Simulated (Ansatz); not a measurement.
## Single-point calculation of Al$_{2}$Ru

System: Al$_{2}$Ru (I4/mmm, 3 atoms in the cell).
Method: DFT PBEsol, scalar-relativistic, plane waves, PAW, no spin polarisation (Ansatz 0.2.0).

The structure derives from a Materials Project entry. Figures and captions count atoms from 1; the log counts them from 0 in places.

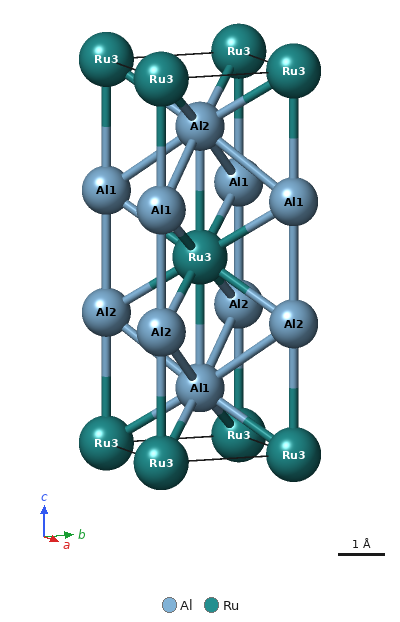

Fig. 1: The structure (ball-and-stick view of the cell 2 times as large as that of the calculation, set on its symmetry axes, seen slightly off an axis; atoms are numbered from 1 in the order of the input). An atom can appear more than once, as a periodic image.

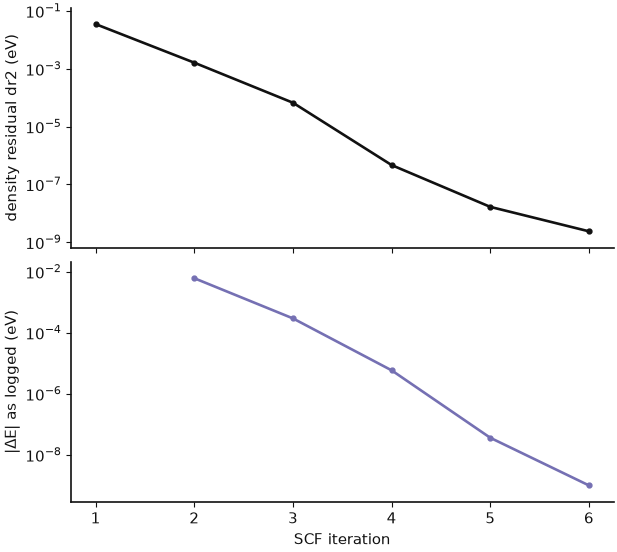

Fig. 2: Convergence of the self-consistent field: density residual dr2 and size of the energy change against the SCF iteration. The residual falls at every step.

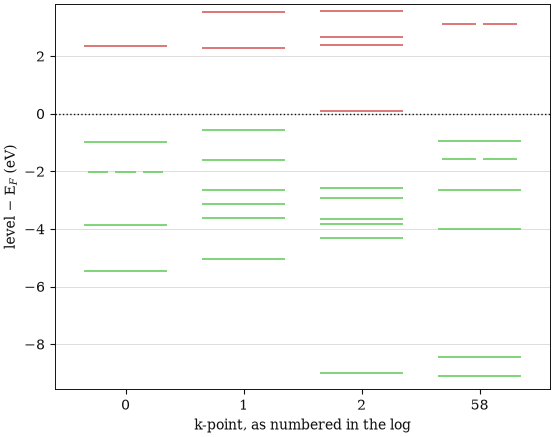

Fig. 3: Kohn–Sham levels near the Fermi level (dotted) at the few k-points that the log prints; levels within 0.02 eV of each other stand side by side. The system is metallic on the full mesh.

The input and output of the run follow.

**Input file**
```yaml
crystal:
  lattice:
    - [-1.56042162, 1.56042162, 4.22180559]
    - [1.56042162, -1.56042162, 4.22180559]
    - [1.56042162, 1.56042162, -4.22180559]
  atoms:
    - { symbol: Al, position: [0.65920219, 0.65920219, 0.0] }
    - { symbol: Al, position: [0.34079781, 0.34079781, 0.0] }
    - { symbol: Ru, position: [0.0, 0.0, 0.0] }
basis:
  ecutwfc: 420
kpoints:
  mp_grid: { grid: [8, 8, 8] }
hamiltonian:
  xc: pbesol
scf:
  occupations: { method: gaussian, width: 0.1 }
output:
  forces: true
  stress: true
  eigenvalues: true
```

Run as:
```bash
ansatz run input.yaml --threads 1 --pin off --max-ram 2560MiB --backend cpu --events-out ev --progress --plain --runs-dir out
```

**Output**
```
basis.fft_grid_basis auto: the FFT boxes are laid along the combinations [[1, 0, 1], [0, 1, 1], [0, 0, 1]] of the cell's own vectors, 3.121, 3.121 and 4.764 Å long. The dense box has 24×24×32 points. Along the cell's own vectors, as sized, it would have 32×32×32, 1.78 times as many. Of the 16 symmetry operations that the crystal satisfies within crystal.symmetry.tolerance (time reversal apart; of a slab, those that keep its plane) the dense box along the cell's own vectors carries 16, and the one as laid loses 12 of those. basis.fft_grid_basis: typed keeps the cell's own vectors: state it where this run's energies or levels are differenced outside the engine with another run's, or held beside a run that keeps those vectors.
Engine: ansatz 0.2.0, x86_64-unknown-linux-gnu
Pseudopotentials: kind: paw
Pseudopotential: Al, paw, valence charge 3, recommended cutoff 420 eV (normal), Al.paw.azcp
Pseudopotential: Ru, paw, valence charge 16, recommended cutoff 420 eV (normal), Ru.paw.azcp
Functional definition: PBEsol
  exchange = pbesol_x
  correlation = pbesol_c
Crystal: 3 atoms, lattice volume = 41.119 Å³
Basis set: ecut = 420 eV, 795 PW (Γ), FFT grids on a1+a3, a2+a3, a3, exchange–correlation on 48×48×64 points (8 copies of the dense FFT grid, shifted against one another)
Bands: 15, of which v1, the nominal top of the filled ones, is band 11 counted from 1 (10 counted from 0)
Symmetry: 16 space group operations
Space group: I4/mmm (ITA 139), of the structure as read, at distance tolerance 3.5e-5 Å
k-points: 59 of 512
Non-local potential: Al, projectors of the file, l = 0: 2, l = 1: 2, l = 2: 1
Non-local potential: Ru, projectors of the file, l = 0: 3, l = 1: 2, l = 2: 2, l = 3: 1
PAW form: soft (Blöchl's): semilocal exchange-correlation on the pseudo side does not see the compensation charge
PAW frozen core: Al, regenerated for the run's functional, and the local potential with it (the file was generated under x = pbe(κ = 0.804, μ = 0.2195149727645171), c = pbe(β = 0.06672455060314922))
PAW frozen core: Ru, regenerated for the run's functional, and the local potential with it (the file was generated under x = pbe(κ = 0.804, μ = 0.2195149727645171), c = pbe(β = 0.06672455060314922))
PAW one-centre angular grid: Al, 110 points (default); XC on 64 Gauss nodes
PAW one-centre angular grid: Ru, 590 points (default); XC on 64 Gauss nodes
Initial density: superposition of atomic densities (neutral atoms: chi_scale 0, normalization atom), corrected by the library's trained network
Initial wavefunctions: pseudopotential atomic-orbital guess
Functional: x = pbesol(κ = 0.804, μ = 0.12345679012345678), c = pbesol(β = 0.046)
SCF iter   1: F=—  HF=-6867.579457 eV  |F-HF|=—  |Δ(HF+E_count)|=         —  Δρ=8.18e-3  dr2=3.50e-2  ethr=1.77e-3  ⟨swp⟩=5.2  Hψ=4763  notcnv=0
preconditioner: auto → none  [insulator: Δε(μ)=0.407 eV  Ē_g=7.315 eV  σ=0.100 eV  W_gap=0.58  n_scr=10 (ndim 8)  ℏωp=21.7 eV  f_vac=0.000  D(μ)=0.29/eV (n_scr^D=0)  ε∞_Penn≈9.8]
SCF iter   2: F=—  HF=-6867.573388 eV  |F-HF|=—  |Δ(HF+E_count)|=   6.07e-3  Δρ=2.02e-3  dr2=1.62e-3  ethr=1.59e-4  ⟨swp⟩=1.0  Hψ=1367  notcnv=0
SCF iter   3: F=—  HF=-6867.573095 eV  |F-HF|=—  |Δ(HF+E_count)|=   2.93e-4  Δρ=5.16e-4  dr2=6.66e-5  ethr=7.38e-6  ⟨swp⟩=2.3  Hψ=1276  notcnv=0
SCF iter   4: F=—  HF=-6867.573089 eV  |F-HF|=—  |Δ(HF+E_count)|=   5.83e-6  Δρ=4.30e-5  dr2=4.64e-7  ethr=3.03e-7  ⟨swp⟩=1.9  Hψ=1115  notcnv=0
iter 5 did not close the SCF: its close was put off for the readings that it lacked (scf_convergence_deferred on its scf_iter line)
SCF iter   5: F=-6867.573089 eV  HF=-6867.573089 eV  |F-HF|=4.21e-9  |Δ(HF+E_count)|=   3.60e-8  Δρ=8.94e-6  dr2=1.66e-8  ethr=2.11e-9  ⟨swp⟩=2.1  Hψ=1489  notcnv=0
SCF iter   6: F=-6867.573089 eV  HF=-6867.573089 eV  |F-HF|=1.62e-9  |Δ(HF+E_count)|=  9.91e-10  Δρ=2.00e-6  dr2=2.37e-9  ethr=7.57e-11  ⟨swp⟩=2.0  Hψ=2926  notcnv=0
SCF 1 converged in 6 iterations: F = -6867.573089 eV  dr2 = 2.37e-9
  greatest PAW one-centre occupation: 0.999 electrons in one spin orbital (limit 2), on the Ru atom at site 2 (counted from 0), in its partial waves of l = 0
SCF converged after 6 iterations
Free energy (F): -6867.573089 eV
Harris-Foulkes:  -6867.573089 eV  (|F-HF|=1.62e-9)
Internal energy: -6867.571558 eV  (E = F + TS)
E sigma→0 (E₀):  -6867.572323 eV
Entropy (-TS):   -0.001531 eV (-0.510 meV/atom)
Fermi energy:    14.045295 eV
--- Per-component energies (eV) ---
  E_band       = -145.707553
  E_kinetic    = 566.636202
  E_local      = -2145.396252  (includes V_loc(G=0)·N_el)
  E_nonlocal   = 366.023600
  E_hartree    = 799.224629
  E_xc         = -271.102731
  E_vxc        = -300.656727  (∫ρ·V_xc dr)
  E_paw        = -4309.864781  (= ΣΔE_a)
  E_vpaw       = -230.764116  (= ΣTr[D̂ρ^β])
  E_aug_tail   = -0.000193  (compensation charges beyond the density's cutoff)
  E_ewald      = -1873.383606
  E_core_change = 0.291574  (= ΣΔE_core)
  E_smearing   = -0.001531  (= −TS)
  E_closure    = 0.000000  (closes the sum)
  Σ components = -6867.573089   (vs F -6867.573089, Δ=0.00e0)
--- Forces (eV/Å), atoms counted from 1 ---
  atom   1  Al    -0.00000000    -0.00000000    -0.06313715
  atom   2  Al    -0.00000000    -0.00000000     0.06313715
  atom   3  Ru     0.00000000    -0.00000000     0.00000000
  max |Σ_I F_I| component: 2.78e-17 eV/Å
--- Stress (GPa, compression-positive) ---
       -0.175422       0.000000      -0.000000
        0.000000      -0.175422       0.000000
        0.000000       0.000000      -0.945370
  P = ⅓ Tr σ = -0.4321 GPa (-4.321 kbar)
--- Band table (eV; the first three rows and the last of 59) ---
  k-point 0: bands = ["-58.4942", "-28.5363", "-28.5363", "-28.4677", "3.0975", "8.5824", "10.1876", "12.0251", "12.0251", "12.0279", "13.0667", "16.4034", "18.6577", "20.1187", "20.1187"]
  k-point 1: bands = ["-58.4917", "-28.5548", "-28.5536", "-28.4638", "3.6064", "9.0122", "10.4162", "10.9197", "11.4015", "12.4302", "13.4763", "16.3330", "17.5759", "18.3625", "19.4974"]
  k-point 2: bands = ["-58.4855", "-28.5977", "-28.5953", "-28.4547", "5.0362", "9.7126", "10.2090", "10.3933", "11.1209", "11.4559", "14.1543", "16.4130", "16.7105", "17.6259", "17.9111"]
  k-point 58: bands = ["-58.4942", "-28.5364", "-28.5364", "-28.4701", "4.9292", "5.5816", "10.0271", "11.3843", "12.4603", "12.4603", "13.0922", "17.1610", "17.1610", "20.2878", "20.4616"]
```

**Results in brief**

```tsv
quantity	value
outcome	converged
space group (tolerance 0.01 Å)	I4/mmm (139)
electrons treated	22
free energy	−6867.5731 eV
Fermi energy	14.045 eV
gap on the k-point mesh	none (metallic)
pressure	−0.43 GPa
largest force (length of the vector)	0.063 eV/Å
hardware	1 thread of Intel Xeon @ 2.50GHz (Skylake/Cascade Lake), 192 GiB of memory available, shared host
wall time	3 s
peak memory	0.38 GiB
```
